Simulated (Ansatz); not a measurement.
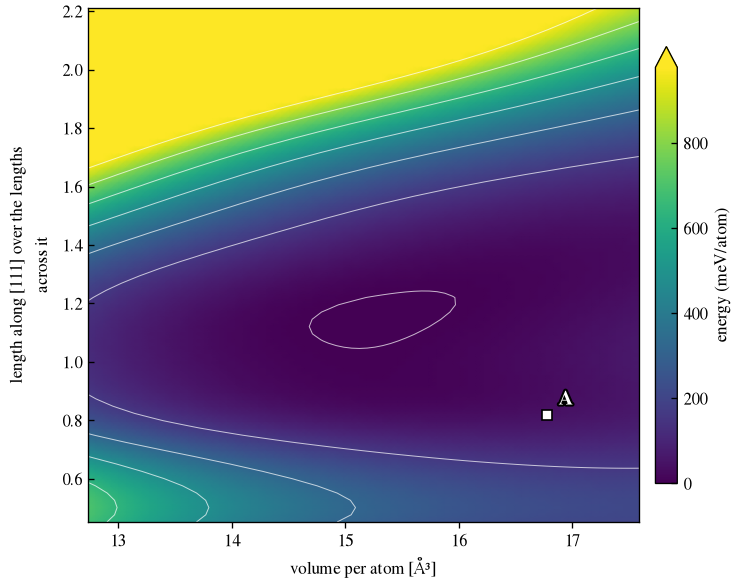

Zn (Fm-3m, No. 225; 1 atom in the cell). 
- The energy is mapped over volume and the cell's shape.
- Coordinates scanned: (1) volume per atom; (2) length along [111] over the lengths across it, relative to the cubic cell.
- Nothing is relaxed (symmetry fixes all fractional coordinates).
- The scan uses a 7 × 9 grid.
- Points are written as (first, second).
- Energies: meV/atom, counted from the lowest grid point.
- Level of theory: DFT PBE, scalar-relativistic, plane waves, PAW in Ansatz. Settings: cutoff 520 eV, k-mesh 22×22×22, gaussian smearing 0.15 eV, no spin polarisation.

The picture shows a smooth colour map with a few white contour lines, one colour for all values above the top of the scale, the point A. Between grid points the surface is interpolated.

**Which way does the force act at A, and how strong is it?**

A, at (16.78 Å³, 0.820), is not a stationary point. The computed force is 21 meV/atom for each Å³ towards smaller values of volume per atom and 430 meV/atom for each unit towards larger values of the second coordinate.
